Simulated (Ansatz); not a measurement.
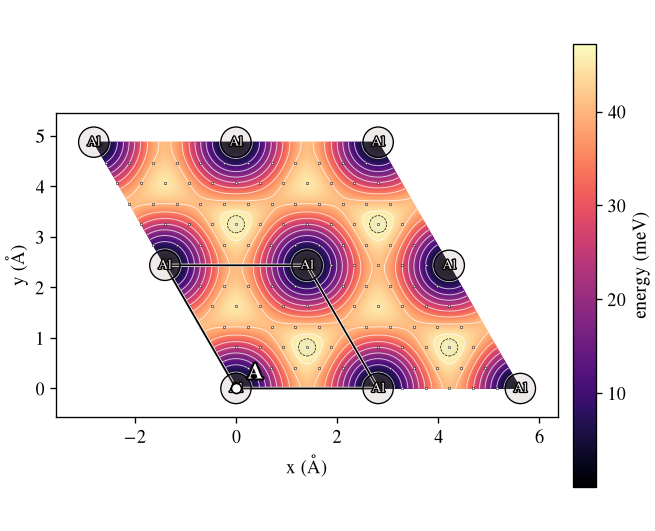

H on an Al(001) slab cut from the P6_3/mmc phase, its upper half relaxed before the scan (36 atoms of substrate and one adsorbate in a 2 × 2 cell). H is moved over the surface cell at a fixed height above a rigid substrate; the origin of the map has the adsorbate above Al33; the height is held at 3.30 Å. Places are given modulo a cell vector. The map is drawn in real space over the plane of the surface. The scan uses a 6 × 6 grid; 10 points were computed and 26 follow by symmetry. Places are given in fractions of the 1 × 1 surface cell. All energies are given in meV relative to the lowest grid point. The runs have no spin polarisation, so an open-shell adsorbate far from the surface lies too high. At a fixed height the lowest place need not be the adsorption site. Theory: DFT PBE+D3(BJ), scalar-relativistic, plane waves, PAW in Ansatz. Settings: cutoff 420 eV, k-mesh 6×6×1, gaussian smearing 0.1 eV, no spin polarisation.

In the figure: a smooth colour map with a few white contour lines, dots at the grid points, labelled circles for the atoms of the top layer and small ones for the second layer, the outline of one cell of the 2 × 2 shown, the point A. Between grid points the surface is interpolated.

> Find the lowest pass out of the well at A.

The easiest path leads from the well at the top site over a surface Al atom, (0/6, 0/6) of the cell vectors to its copy one period on. Its highest point lies about 41 meV above the bottom of the first well on the interpolated surface, at a bridge site between two Al atoms, (3/6, 3/6) of the cell vectors. This is the barrier on the constrained surface; relaxing the other coordinates would change it.

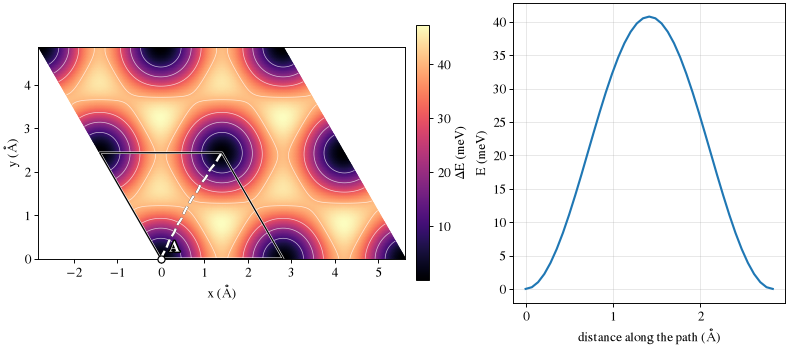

Drawn: a smooth colour map with a few white contour lines, a line along the lowest path, the outline of one cell of the 2 × 2 shown, the energy along the path at the right. Between grid points the surface is interpolated.

PAW datasets: the set soft_1.
